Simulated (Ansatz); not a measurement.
# Si2Mo: what the fields show

```yaml
crystal:
  lattice:
    - [4.48295, 0.00000, 0.00000]
    - [0.00000, 8.08163, 0.00000]
    - [0.00000, 0.00000, 6.56656]
  atoms:
    - { symbol: Si, position: [0.74625, 0.41792, 0.83333] }
    - { symbol: Si, position: [0.24625, 0.91792, 0.83333] }
    - { symbol: Si, position: [0.24625, 0.08208, 0.16667] }
    - { symbol: Si, position: [0.74625, 0.58208, 0.16667] }
    - { symbol: Si, position: [0.50000, 0.33583, 0.50000] }
    - { symbol: Si, position: [0.00000, 0.83583, 0.50000] }
    - { symbol: Si, position: [0.75375, 0.08208, 0.83333] }
    - { symbol: Si, position: [0.25375, 0.58208, 0.83333] }
    - { symbol: Si, position: [0.25375, 0.41792, 0.16667] }
    - { symbol: Si, position: [0.75375, 0.91792, 0.16667] }
    - { symbol: Si, position: [0.00000, 0.16417, 0.50000] }
    - { symbol: Si, position: [0.50000, 0.66417, 0.50000] }
    - { symbol: Mo, position: [0.50000, 0.00000, 0.50000] }
    - { symbol: Mo, position: [0.00000, 0.50000, 0.50000] }
    - { symbol: Mo, position: [0.75000, 0.25000, 0.16667] }
    - { symbol: Mo, position: [0.25000, 0.75000, 0.16667] }
    - { symbol: Mo, position: [0.25000, 0.25000, 0.83333] }
    - { symbol: Mo, position: [0.75000, 0.75000, 0.83333] }
```

Space group C222; a structure from a database of computed crystals, not necessarily the ambient phase; changed on purpose from its base cell (strain -0.0200 x Voigt [1, -1, 0, 0, 0, 0], atoms carried along); computed without spin polarisation.

All numbers below come from DFT PBEsol, scalar-relativistic, plane waves, PAW in Ansatz 0.2.0.

The density is the valence pseudo-density of a PAW calculation; it isn't the true density close to the nuclei.

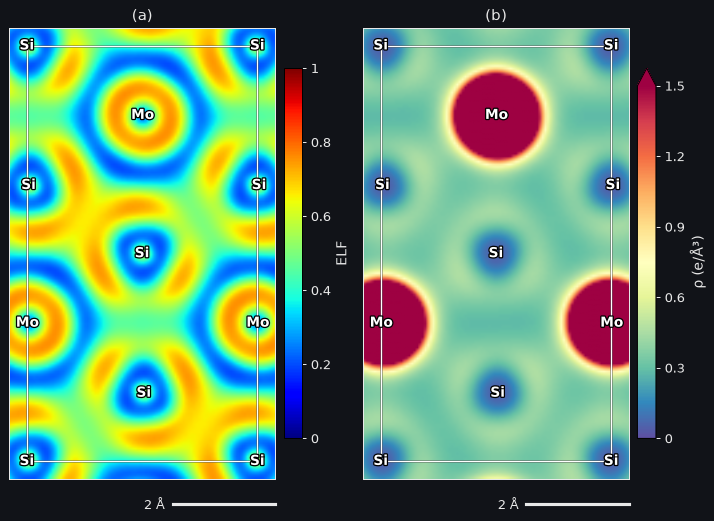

Figure 1. (a) ELF; (b) valence pseudo-density on the (001) plane of the conventional cell.

What do the fields say about this system?

Answer. The section cuts through Si and Mo sites.
Si–Mo (2.63 Å): ρ at the midpoint is about 0.39 e/Å³; the ELF peaks at about 0.70 in the valence shell of Si, 0.9 Å from its nucleus, and is about 0.40 at the midpoint.
Si–Si (2.63 Å): the density is about 0.31 e/Å³ at the midpoint; the ELF peaks at about 0.55 in the valence shell of Si, 1.0 Å from its nucleus, and is about 0.50 at the midpoint.
Si–Mo (2.68 Å): the density is about 0.36 e/Å³ at the midpoint; the ELF peaks at about 0.75 in the valence shell of Si, 0.9 Å from its nucleus, and is about 0.40 at the midpoint.
Si–Si (2.71 Å): ρ at the midpoint is about 0.28 e/Å³; the ELF peaks at about 0.55 in the valence shell of Si, 1.0 Å from its nucleus, and is about 0.45 at the midpoint.
Between the atoms the lowest density in this plane is 0.28 e/Å³.
The features right at Mo lie inside the PAW spheres, where the map follows smoothed inner orbitals and isn't to be read closely.

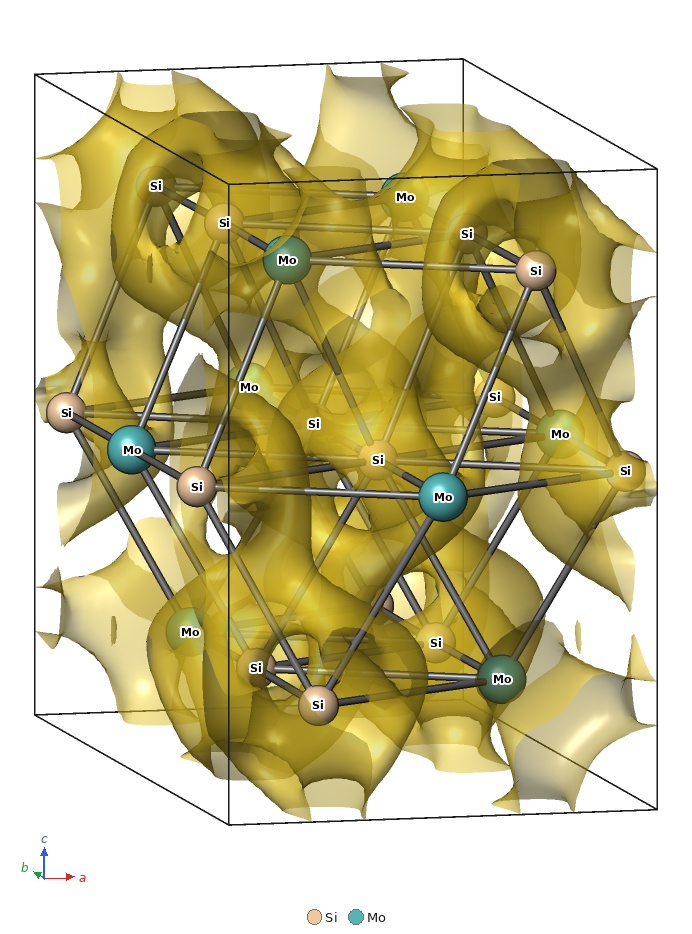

Figure 2. Isosurface of the ELF at 0.6 (yellow), seen slightly off an axis. Core shells and regions of very low density are left out. Sticks mark near contacts.

Identify the bonds, lone pairs and shells in this picture.

Answer. The surface consists of channels that run through the cell in one direction, counted in one cell of 18 atoms. Any copies at cell faces, edges or corners count once.


Si–Si (2.54 Å): the ELF peaks at about 0.70 between the atoms. Si–Mo (2.55 Å): the ELF peaks at about 0.70 in the valence shell of Si, 0.9 Å from its nucleus, and is about 0.40 at the midpoint.

Metal or insulator at this level of theory?

Answer. It is gapless in this calculation (a metal or semimetal).
